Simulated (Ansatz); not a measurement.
**BiS: density, localisation and related maps**

Input file:

```
crystal:
  lattice:
    - [4.00294434, 0.0, 0.0]
    - [0.0, 4.00294434, 0.0]
    - [0.0, 0.0, 4.00294434]
  atoms:
    - { symbol: Bi, position: [0.5, 0.5, 0.5] }
    - { symbol: S, position: [0.0, 0.0, 0.0] }
hamiltonian:
  xc: blyp
  pseudopotentials: { kind: paw }
kpoints:
  mp_grid: { grid: [7, 7, 7] }
scf:
  occupations: { method: fermi_dirac, width: 0.05 }
output:
  forces: true
  stress: true
  eigenvalues: true
  write_density: true
  write_potential: true
  elf: true
  volumetric_format: npy
relax:
  f_tol: 0.01
  max_steps: 40
  cell: { stress_tol: 0.05 }
```

Run with:

```sh
ansatz run input.yaml --threads 2 --pin off --max-ram 5632MiB --backend cpu --events-out ev --progress --plain --runs-dir out
```

Below, planes, directions and counts refer to the conventional cell (a = 3.69 Å, b = 3.69 Å, c = 3.69 Å, α = 90.00°, β = 90.00°, γ = 90.00°).

The fields are those of the run's last geometry, not of the input's.

Space group Pm-3m; a generated structure, not necessarily the stable one.

Method: Ansatz, Kohn-Sham DFT of a periodic cell, BLYP, Ansatz PAW.

Core electrons are frozen (PAW), and the valence fields are smoothed inside the atomic spheres.

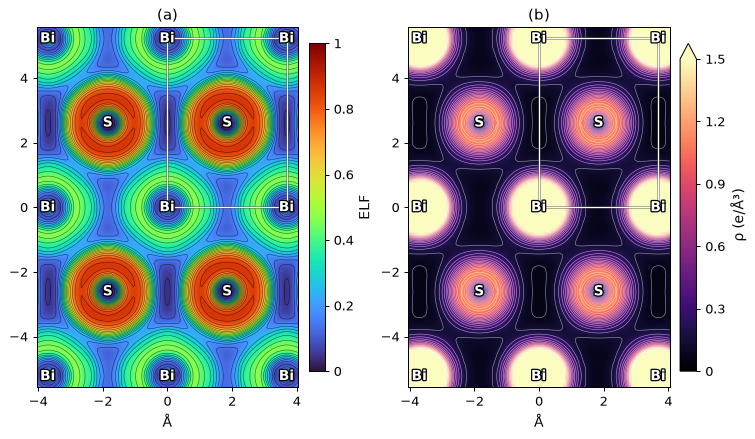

Figure 1. (a) ELF; (b) valence electron density on the (101̄) plane of the conventional cell.

> What does the map show?

The plane passes through Bi and S nuclei.
Bi–S (3.20 Å): ρ is about 0.16 e/Å³ halfway; the ELF peaks at about 0.85 in the valence shell of S, 0.8 Å from its nucleus, and drops to about 0.20 between the two atoms.
Between the atoms the lowest density in this plane is 0.06 e/Å³.
The features right at Bi lie inside the PAW spheres, where the map follows smoothed inner orbitals and isn't to be read closely.

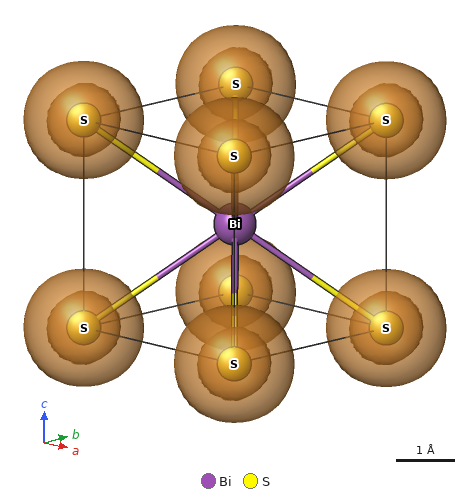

Figure 2. Isosurface of the electron localisation function at 0.8 (orange), seen at an oblique angle. Core shells and regions of very low density are left out. Sticks mark near contacts.

> Where are the electrons localised?

The surface consists of one region wrapped around S (its valence shell), counted in one cell of 2 atoms. Regions shared between cells count once.

> Does the calculation give a band gap?

It is metallic or semimetallic at this level of theory: no gap opens.
